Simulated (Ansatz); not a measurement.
## Geometry relaxation, with input and output: GaN (part 2 of 3)

Continued. System: GaN (slab, 20 atoms in the cell). Method: DFT PBEsol, scalar-relativistic, plane waves, PAW, no spin polarisation (Ansatz 0.2.0); cutoff 420 eV, 8×5×1 k-mesh, Gaussian smearing of 0.05 eV. The structure derives from an entry of the Crystallography Open Database. The input holds or restrains some coordinates. Forces given for the steps count only the free coordinates. It belongs to a series of runs on one base structure; here: clean surface, atoms relaxed.

Geometry of the input (Å; fractional positions):
```
3.1800  0.0000  0.0000
-1.5900  5.8542  0.0000
0.0000  0.0000  28.0372
Ga 0.8791  0.7582  0.3032
Ga 0.1475  0.2951  0.3176
N  0.7331  0.4662  0.3357
N  0.0015  0.0031  0.3501
Ga 0.4897  0.9795  0.3898
Ga 0.7582  0.5164  0.4043
N  0.3437  0.6875  0.4224
N  0.6122  0.2243  0.4368
Ga 0.1004  0.2008  0.4765
Ga 0.3688  0.7377  0.4910
N  0.9544  0.9088  0.5090
N  0.2228  0.4456  0.5235
Ga 0.7110  0.4221  0.5632
Ga 0.9795  0.9590  0.5776
N  0.5650  0.1301  0.5957
N  0.8335  0.6669  0.6102
Ga 0.3217  0.6434  0.6499
Ga 0.5901  0.1803  0.6643
N  0.1757  0.3514  0.6824
N  0.4441  0.8882  0.6968
```

Output, continued
```
SCF iter   1: F=—  HF=-41219.453608 eV  |F-HF|=—  |Δ(HF+E_count)|=         —  Δρ=1.19e-3  dr2=2.10e-2  ethr=6.14e-5  p=-0.284 e·Å  D=-9.84e-2 V/Å  ΔV_dip=2.76 eV  dr2_dipole=1.02e-2  V_vac-E_F(+/−)=7.23/4.47 eV  ⟨swp⟩=2.0  Hψ=4361  notcnv=0  defer=271
efield: sawtooth ramp at fractional position 0.9800 (handed on by an earlier solve), width 0.0400; the density the first Hamiltonian is built on has a dipole p = -0.284 e·Å; the dipole correction subtracts the counter field D = -9.84e-2 V/Å, which shifts the + side's vacuum level by +2.76 eV against the − side's; the planar-averaged density in the ramp window peaks in size at 3.0e-6 e/Å³
preconditioner: auto → LDOS  [metal: Δε(μ)=0.007 eV  Ē_g=15.593 eV  σ=0.050 eV  W_gap=0.08  n_scr=108 (ndim 8)  ℏωp=21.8 eV  f_vac=0.520  D(μ)=17.87/eV (n_scr^D=138)  β→1.0]
SCF iter   2: F=—  HF=-41219.452612 eV  |F-HF|=—  |Δ(HF+E_count)|=   9.97e-4  Δρ=9.32e-4  dr2=5.67e-3  ethr=1.16e-5  p=-0.284 e·Å  D=-9.85e-2 V/Å  ΔV_dip=2.76 eV  dr2_dipole=2.66e-4  V_vac-E_F(+/−)=7.24/4.47 eV  ⟨swp⟩=2.0  Hψ=2895  notcnv=0  defer=271
SCF iter   3: F=—  HF=-41219.452489 eV  |F-HF|=—  |Δ(HF+E_count)|=   1.23e-4  Δρ=5.28e-4  dr2=1.39e-3  ethr=3.15e-6  p=-0.284 e·Å  D=-9.85e-2 V/Å  ΔV_dip=2.76 eV  dr2_dipole=3.01e-4  V_vac-E_F(+/−)=7.24/4.47 eV  ⟨swp⟩=2.0  Hψ=3460  notcnv=0  defer=271
SCF iter   4: F=—  HF=-41219.452519 eV  |F-HF|=—  |Δ(HF+E_count)|=   3.07e-5  Δρ=2.71e-4  dr2=6.39e-4  ethr=7.72e-7  p=-0.285 e·Å  D=-9.87e-2 V/Å  ΔV_dip=2.77 eV  dr2_dipole=6.92e-5  V_vac-E_F(+/−)=7.24/4.47 eV  ⟨swp⟩=2.0  Hψ=2577  notcnv=0  defer=271
SCF iter   5: F=—  HF=-41219.452555 eV  |F-HF|=—  |Δ(HF+E_count)|=   3.55e-5  Δρ=1.88e-4  dr2=3.52e-4  ethr=3.55e-7  p=-0.285 e·Å  D=-9.88e-2 V/Å  ΔV_dip=2.77 eV  dr2_dipole=5.85e-5  V_vac-E_F(+/−)=7.24/4.47 eV  ⟨swp⟩=1.1  Hψ=2042  notcnv=0  defer=271
SCF iter   6: F=—  HF=-41219.452573 eV  |F-HF|=—  |Δ(HF+E_count)|=   1.87e-5  Δρ=9.91e-5  dr2=1.21e-4  ethr=1.96e-7  p=-0.285 e·Å  D=-9.89e-2 V/Å  ΔV_dip=2.77 eV  dr2_dipole=2.79e-5  V_vac-E_F(+/−)=7.25/4.47 eV  ⟨swp⟩=1.5  Hψ=2336  notcnv=0  defer=271
SCF iter   7: F=—  HF=-41219.452581 eV  |F-HF|=—  |Δ(HF+E_count)|=   7.95e-6  Δρ=7.17e-5  dr2=5.72e-5  ethr=6.74e-8  p=-0.285 e·Å  D=-9.89e-2 V/Å  ΔV_dip=2.77 eV  dr2_dipole=3.82e-6  V_vac-E_F(+/−)=7.25/4.47 eV  ⟨swp⟩=1.9  Hψ=2557  notcnv=0  defer=271
SCF iter   8: F=—  HF=-41219.452711 eV  |F-HF|=—  |Δ(HF+E_count)|=   1.30e-4  Δρ=4.06e-5  dr2=2.25e-5  ethr=3.18e-8  p=-0.285 e·Å  D=-9.89e-2 V/Å  ΔV_dip=2.77 eV  dr2_dipole=8.76e-7  V_vac-E_F(+/−)=7.25/4.47 eV  ⟨swp⟩=1.2  Hψ=2155  notcnv=0  defer=271
SCF iter   9: F=—  HF=-41219.452714 eV  |F-HF|=—  |Δ(HF+E_count)|=   3.12e-6  Δρ=1.87e-5  dr2=3.33e-6  ethr=1.25e-8  p=-0.285 e·Å  D=-9.89e-2 V/Å  ΔV_dip=2.77 eV  dr2_dipole=1.26e-7  V_vac-E_F(+/−)=7.25/4.47 eV  ⟨swp⟩=2.0  Hψ=2408  notcnv=0  defer=271
SCF iter  10: F=—  HF=-41219.452715 eV  |F-HF|=—  |Δ(HF+E_count)|=   8.07e-7  Δρ=1.03e-5  dr2=9.11e-7  ethr=1.85e-9  p=-0.285 e·Å  D=-9.88e-2 V/Å  ΔV_dip=2.77 eV  dr2_dipole=1.06e-8  V_vac-E_F(+/−)=7.25/4.47 eV  ⟨swp⟩=2.0  Hψ=3278  notcnv=0  defer=271
SCF iter  11: F=—  HF=-41219.452716 eV  |F-HF|=—  |Δ(HF+E_count)|=   6.00e-7  Δρ=4.22e-6  dr2=1.46e-7  ethr=5.06e-10  p=-0.285 e·Å  D=-9.88e-2 V/Å  ΔV_dip=2.77 eV  dr2_dipole=5.46e-10  V_vac-E_F(+/−)=7.25/4.47 eV  ⟨swp⟩=2.0  Hψ=2447  notcnv=0  defer=271
SCF iter  12: F=-41219.452716 eV  HF=-41219.452716 eV  |F-HF|=1.60e-7  |Δ(HF+E_count)|=   1.94e-7  Δρ=2.74e-6  dr2=4.34e-8  ethr=5.56e-11  p=-0.285 e·Å  D=-9.88e-2 V/Å  ΔV_dip=2.77 eV  dr2_dipole=2.66e-9  V_vac-E_F(+/−)=7.25/4.47 eV  ⟨swp⟩=12.8  Hψ=11234  notcnv=0
SCF 5 converged in 12 iterations: F = -41219.452716 eV  dr2 = 4.34e-8
relax step   5: F+E_penalty+E_count = -41219.45271606 eV  Δ(F+E_penalty+E_count) = -1.808e-3 eV  max|allowed force component| = 2.674e-2 eV/Å  Δτ_max = 0.0134 Å  (12 SCF iters, accepted)
```

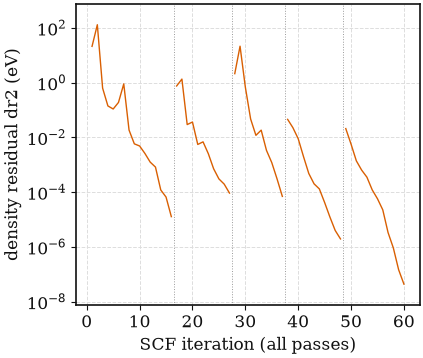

**Figure 1.** Convergence of the self-consistent field: density residual dr2 against the SCF iteration. The dotted lines part the SCF passes of the relaxation: geometry steps, rejected trials and re-solves on a re-selected basis. The 5 passes take 10 to 16 iterations each, 60 in all.

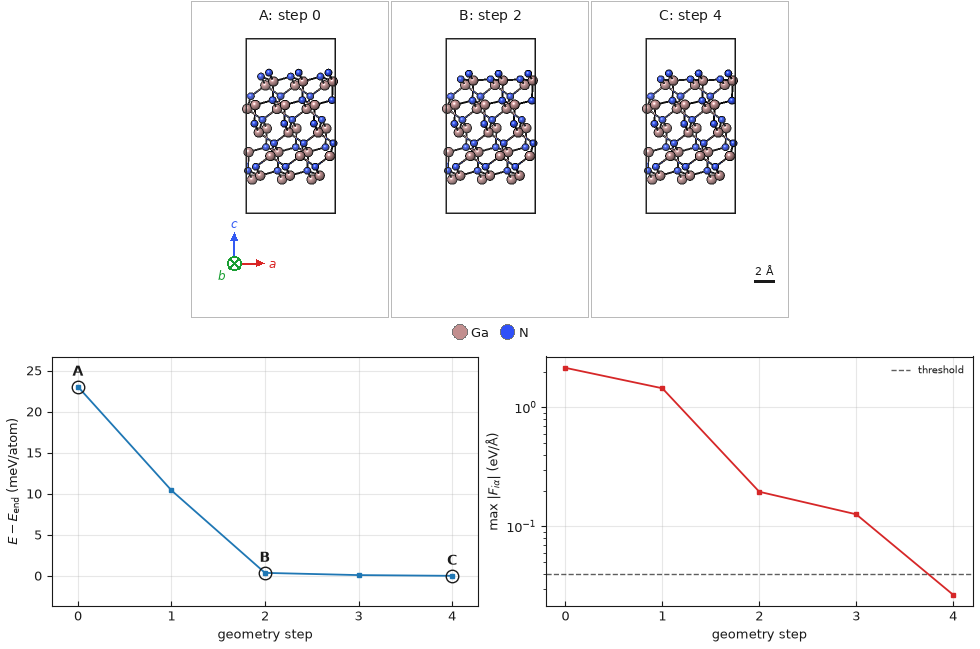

**Figure 2.** Frames of the restrained relaxation (ball-and-stick view of the 3 × 1 repeat of the cell, with the vacuum cut short (origin shifted), along the b axis) above the curves, on which the letters mark them (the first geometry is step 0 here and step 1 in the log).

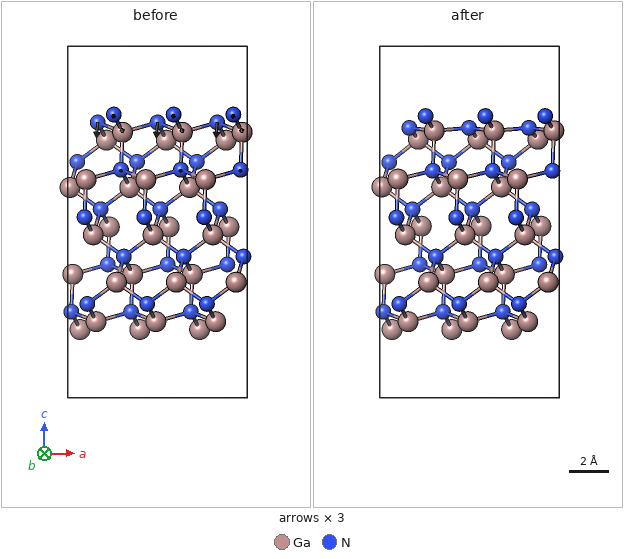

**Figure 3.** Before (left) and after (right) the restrained relaxation, at one scale (ball-and-stick view of the 3 × 1 repeat of the cell, with the vacuum cut short (origin shifted), along the b axis). The black arrows give the displacements, magnified 3 times. The energy falls by 23.0 meV per atom in 4 geometry steps. Largest force component: 2.1 eV/Å at the start, 0.027 eV/Å at the end. N19 moves most: 0.29 Å. Largest moves by element: N 0.29 Å, Ga 0.10 Å. The cell doesn't change. Distances before and after: N15–Ga18 1.946 → 2.076 Å, Ga17–N20 1.946 → 1.858 Å, Ga17–N19 1.937 → 1.853 Å, Ga18–N20 1.937 → 1.858 Å. Among the angles that change: N19–Ga17–N20 109.4° → 121.8°, N15–Ga18–N19 109.6° → 98.4°, Ga17–N19–Ga18 109.4° → 118.0°. (Atoms are counted from 1 in the order of the input.)

```
SCF converged after 12 iterations
Free energy (F): -41219.452716 eV
Harris-Foulkes:  -41219.452716 eV  (|F-HF|=1.60e-7)
Internal energy: -41219.430682 eV  (E = F + TS)
E sigma→0 (E₀):  -41219.441699 eV
Entropy (-TS):   -0.022034 eV (-1.102 meV/atom)
Fermi energy:    1.225227 eV
Dipole field:    D = -0.098870 V/Å  (p = -0.285191 e·Å, saw-weighted, corrected)
Work function:   Φ+ = 7.2458 eV   Φ− = 4.4737 eV
Levels:          The Fermi level and band energies are counted from a zero that moves with the ramp; work functions are not
--- Per-component energies (eV) ---
  E_band       = -1702.899197
  E_kinetic    = 2456.713297
  E_local      = -258560.480368  (includes V_loc(G=0)·N_el)
  E_nonlocal   = 4750.792173
  E_hartree    = 127670.012811
  E_xc         = -1272.016347
  E_vxc        = -1331.452576  (∫ρ·V_xc dr)
  E_paw        = -20749.863824  (= ΣΔE_a)
  E_vpaw       = -4354.946425  (= ΣTr[D̂ρ^β])
  E_aug_tail   = 0.000056  (compensation charges beyond the density's cutoff)
  E_efield     = 0.014098  (sawtooth field / dipole correction)
  E_vefield    = -3.519691  (∫n·V_field dr)
  E_ewald      = 104476.486656
  E_core_change = 8.910766  (= ΣΔE_core)
  E_smearing   = -0.022034  (= −TS)
  E_closure    = -0.000000  (closes the sum)
  Σ components = -41219.452716   (vs F -41219.452716, Δ=0.00e0)
--- Forces (eV/Å), atoms counted from 1 ---
  atom   1  Ga    -0.00009620     0.53738685    -1.41219676
  atom   2  Ga     0.00066305    -0.04042405     0.94405733
  atom   3  N     -0.00001624    -0.85584578    -0.52564121
  atom   4  N     -0.00042090     0.38565157     0.02873165
  atom   5  Ga     0.00009557     0.17875519     0.56895228
  atom   6  Ga    -0.00065172     0.04907860     0.97362156
  atom   7  N      0.00058965    -0.15007037    -0.47739940
  atom   8  N     -0.00019205    -0.07194971    -0.48441064
  atom   9  Ga    -0.00024286    -0.02072981     0.39879042
  atom  10  Ga    -0.00005201    -0.00544351     0.00018364
  atom  11  N     -0.00005969    -0.01430677    -0.00698369
  atom  12  N     -0.00035384     0.01369060    -0.01929250
  atom  13  Ga     0.00040712    -0.01523323     0.02148562
  atom  14  Ga    -0.00023843    -0.00421878     0.00577749
  atom  15  N     -0.00009244     0.00912370    -0.00372610
  atom  16  N      0.00024432     0.01045719    -0.00636173
  atom  17  Ga    -0.00007538     0.02673916    -0.00778568
  atom  18  Ga    -0.00083671    -0.01179874     0.00017566
  atom  19  N      0.00069315    -0.01645686    -0.00108924
  atom  20  N      0.00066072    -0.00439568     0.00315149
  max |Σ_I F_I| component: 4.02e-5 eV/Å
--- Band table (eV; the first three rows and the last of 21) ---
  k-point 0: bands = ["-16.1415", "-15.6625", "-15.3858", "-14.9912", "-14.8562", "-14.4755", "-14.4507", "-14.4255", "-14.3525", "-14.3184", "-14.3005", "-14.1434", "-13.9394", "-13.6400", "-13.5905", "-13.5765", "-13.5730", "-13.5680", "-13.5045", "-13.4576", "-13.4385", "-13.4216", "-13.4012", "-13.3580", "-13.3541", "-13.3383", "-13.1746", "-13.0389", "-13.0148", "-12.9733", "-12.9503", "-12.8791", "-12.8320", "-12.7850", "-12.7608", "-12.7105", "-12.5975", "-12.4899", "-12.4448", "-12.4284", "-12.3782", "-12.3353", "-12.2701", "-12.2694", "-12.2596", "-12.1890", "-12.0430", "-11.9663", "-11.8922", "-11.8308", "-11.8244", "-11.7854", "-11.7118", "-11.6652", "-11.6626", "-11.5724", "-11.2663", "-10.8178", "-10.4930", "-9.9968", "-7.0930", "-6.4628", "-6.3083", "-5.9013", "-5.2578", "-4.7352", "-4.4580", "-3.2648", "-2.9295", "-2.6208", "-2.3032", "-1.9751", "-1.8829", "-1.6393", "-1.4469", "-1.2729", "-1.2192", "-1.0653", "-0.8559", "-0.8181", "-0.5976", "-0.4140", "-0.2266", "-0.0109", "0.0595", "0.1122", "0.6305", "0.7397", "0.9096", "1.1307", "1.3288", "2.0849", "3.0865", "3.7324", "3.9534", "4.5749", "5.2091", "5.2872", "5.5007", "5.7731", "6.2798", "6.4156", "6.7329", "6.9498", "7.4767", "7.8293", "8.1208", "8.3153", "8.4163", "8.5416"]
  k-point 1: bands = ["-16.0889", "-15.6761", "-15.3460", "-15.0139", "-14.8170", "-14.4759", "-14.4743", "-14.4246", "-14.3535", "-14.3013", "-14.2895", "-14.1361", "-13.9714", "-13.6176", "-13.5990", "-13.5756", "-13.5627", "-13.5397", "-13.5116", "-13.4612", "-13.4374", "-13.4269", "-13.4010", "-13.3649", "-13.3603", "-13.3197", "-13.1713", "-13.0327", "-13.0223", "-12.9505", "-12.9496", "-12.8887", "-12.8512", "-12.7880", "-12.7602", "-12.7007", "-12.6189", "-12.5329", "-12.4615", "-12.4453", "-12.3984", "-12.3893", "-12.3420", "-12.2636", "-12.2580", "-12.1833", "-12.0578", "-11.9453", "-11.9236", "-11.8931", "-11.8384", "-11.7984", "-11.6977", "-11.6796", "-11.6255", "-11.5713", "-11.4050", "-10.9115", "-10.4483", "-9.9089", "-6.8312", "-6.4348", "-6.0039", "-5.5714", "-5.1038", "-4.5682", "-4.0095", "-3.7891", "-3.0480", "-2.6392", "-2.5094", "-2.1429", "-1.8608", "-1.8190", "-1.5755", "-1.5422", "-1.2295", "-1.1206", "-0.8464", "-0.8242", "-0.6530", "-0.5037", "-0.3952", "-0.1930", "0.1025", "0.1336", "0.4750", "0.6885", "0.9261", "1.0573", "1.2648", "2.1048", "3.4991", "3.9661", "4.2652", "4.8822", "5.1909", "5.5455", "5.6843", "5.8158", "6.2841", "6.4645", "6.7868", "6.9952", "7.4293", "7.6258", "8.0641", "8.2182", "8.2533", "8.5065"]
  k-point 2: bands = ["-15.9831", "-15.7172", "-15.2482", "-15.0860", "-14.7185", "-14.5472", "-14.4766", "-14.4230", "-14.3554", "-14.3025", "-14.2125", "-14.1222", "-14.0509", "-13.6049", "-13.5770", "-13.5738", "-13.5502", "-13.5227", "-13.4712", "-13.4618", "-13.4354", "-13.4112", "-13.4010", "-13.3719", "-13.3716", "-13.3010", "-13.2489", "-13.0659", "-13.0273", "-12.9501", "-12.9250", "-12.9031", "-12.8524", "-12.8129", "-12.7596", "-12.7408", "-12.6860", "-12.6053", "-12.4632", "-12.4453", "-12.4053", "-12.4014", "-12.3412", "-12.2563", "-12.2206", "-12.1874", "-12.1736", "-12.0214", "-11.8942", "-11.8891", "-11.8569", "-11.8314", "-11.7940", "-11.6800", "-11.6324", "-11.5694", "-11.4401", "-11.1319", "-10.3360", "-9.8870", "-6.3937", "-6.0693", "-5.4986", "-5.0160", "-4.6638", "-4.3565", "-3.9588", "-3.6431", "-3.3969", "-2.9994", "-2.6906", "-2.6374", "-2.5693", "-1.9123", "-1.8839", "-1.5673", "-1.4231", "-1.3009", "-1.1357", "-0.8731", "-0.7388", "-0.4782", "-0.3529", "-0.1009", "0.0414", "0.1638", "0.2161", "0.5653", "0.8871", "1.1042", "1.2371", "2.1349", "4.2093", "4.3907", "4.7990", "5.1774", "5.4389", "5.6802", "5.8894", "6.1057", "6.3016", "6.5739", "6.8147", "7.0412", "7.1826", "7.4502", "7.6277", "7.8713", "8.1559", "8.3315"]
```
